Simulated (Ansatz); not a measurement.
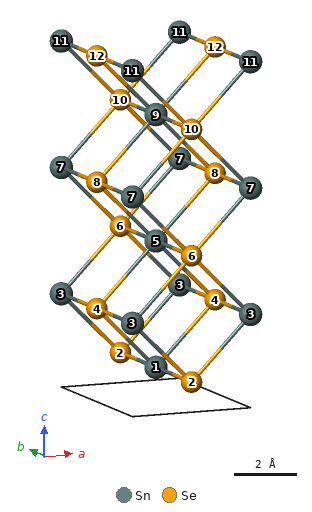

This is the input geometry for a relaxation of a slab of composition SnSe (cut from the Fm-3m phase). The picture is a ball-and-stick view of the cell of the calculation, outlined in the plane, without the vacuum, seen slightly off an axis.

Case: (1 1 0) slab, atoms relaxed. The slab is the (1 1 0) face of SnSe.

The calculation used Ansatz 0.2.0, DFT PBEsol, scalar-relativistic, plane waves, PAW.

The input:
```yaml
crystal:
  lattice:
    - [4.2041099661, 0.0, 0.0]
    - [0.0, 5.9455093317, 0.0]
    - [0.0, 0.0, 25.5102749152]
  atoms:
    - { symbol: Sn, position: [0.5, 0.5, 0.2939991837] }
    - { symbol: Se, position: [0.5, 0.0, 0.2939991837] }
    - { symbol: Sn, position: [0.0, 0.0, 0.3763995102] }
    - { symbol: Se, position: [0.0, 0.5, 0.3763995102] }
    - { symbol: Sn, position: [0.5, 0.5, 0.4587998367] }
    - { symbol: Se, position: [0.5, 0.0, 0.4587998367] }
    - { symbol: Sn, position: [0.0, 0.0, 0.5412001633] }
    - { symbol: Se, position: [0.0, 0.5, 0.5412001633] }
    - { symbol: Sn, position: [0.5, 0.5, 0.6236004898] }
    - { symbol: Se, position: [0.5, 0.0, 0.6236004898] }
    - { symbol: Sn, position: [0.0, 0.0, 0.7060008163] }
    - { symbol: Se, position: [0.0, 0.5, 0.7060008163] }
basis:
  ecutwfc: 420
kpoints:
  mp_grid: { grid: [6, 5, 1] }
hamiltonian:
  xc: pbesol
scf:
  occupations: { method: gaussian, width: 0.05 }
output:
  forces: true
  eigenvalues: true
relax:
  adjacent_minimum: "off"
  f_tol: 0.02
  max_steps: 60
efield:
  axis: 3
  dipole_correction: true
  ramp_width: 0.04
```

Run as
```bash
ansatz run input.yaml --threads 1 --pin off --max-ram 2560MiB --backend cpu --events-out ev --progress --plain --runs-dir out
```

Question: What does the optimiser find from here?

Answer: After 4 geometry steps the energy has fallen by 0.568 eV per cell of the calculation. Largest force component: 0.93 eV/Å at the start, 0.0063 eV/Å at the end. The largest moves relative to the layer's centre, 0.24 Å, are those of Sn3 and Sn9. Sn9 goes along the normal (+c). Largest moves by element: Sn 0.24 Å, Se 0.21 Å. The cell stays as it was. Some distances before and after: Se4–Sn5 2.973 → 3.221 Å, Se8–Sn9 2.973 → 3.213 Å, Se10–Sn11 2.973 → 2.790 Å, Se6–Sn7 2.973 → 2.823 Å. Bond angles that change, for instance: Sn5–Se4–Sn5 90.0° → 81.5°, Se4–Sn5–Se4 90.0° → 81.5°, Se6–Sn3–Se6 90.0° → 81.7°.

After the run, drawn alike:

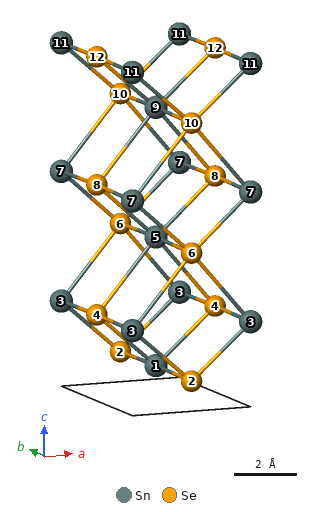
